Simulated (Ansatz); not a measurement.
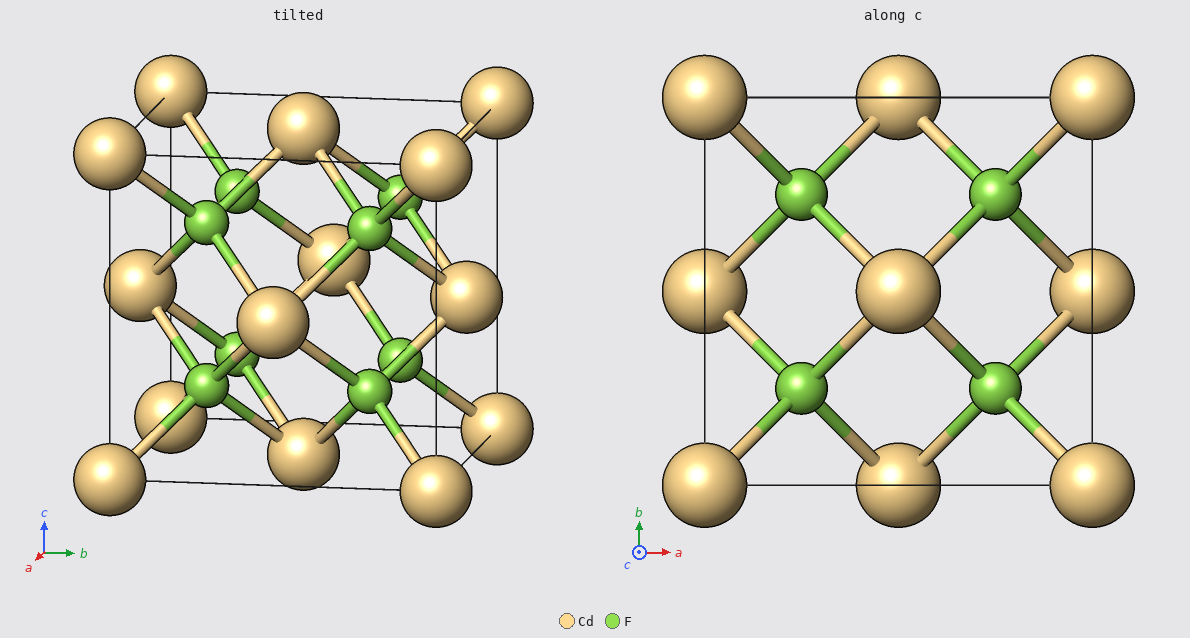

Ball-and-stick drawing of the structure, looking slightly off an axis and along the c axis. Thin lines show the conventional unit cell, with boundary atoms drawn in all their periodic places.

CdF₂, fluorite (CaF₂ type), space group Fm-3m (No. 225), a = 5.388 Å, b = 5.388 Å, c = 5.388 Å, α = 90.00°, β = 90.00°, γ = 90.00°. Starting structure: a structure type filled with these elements by a generator (whether the compound takes this form wasn't checked). Earlier steps of the study may have refined or changed the cell and positions. It was the input of a calculation with Ansatz.

This one geometry was computed with Ansatz (DFT, plane waves, PAW) at three levels of theory: PBE, HSE06 and r2SCAN. It was relaxed beforehand with r2SCAN.

**Which level gives the highest pressure at this volume, and what does that say about its equilibrium volume?**

Highest: PBE (5.4 GPa), which points to the largest equilibrium volume. Lowest, with the smallest volume: r2SCAN (0.0 GPa). Levels within 0.5 GPa of each other can't be told apart.

**How does the band gap change with the level of theory?**

PBE: a gap of 3.10 eV, indirect; r2SCAN: a gap of 3.79 eV, indirect; HSE06: a gap of 5.21 eV, indirect.

**Collect the results in a table.**

| level | cutoff (eV) | k-mesh of the run's cell | gap (eV) | pressure (GPa) |
| --- | --- | --- | --- | --- |
| PBE | 420 | 8×8×8 | 3.10 | 5.4 |
| HSE06 | 420 | 6×6×6 | 5.21 | 1.7 |
| r2SCAN | 500 | 8×8×8 | 3.79 | 0.0 |

Gaps are taken on the k-mesh or band path of each run.
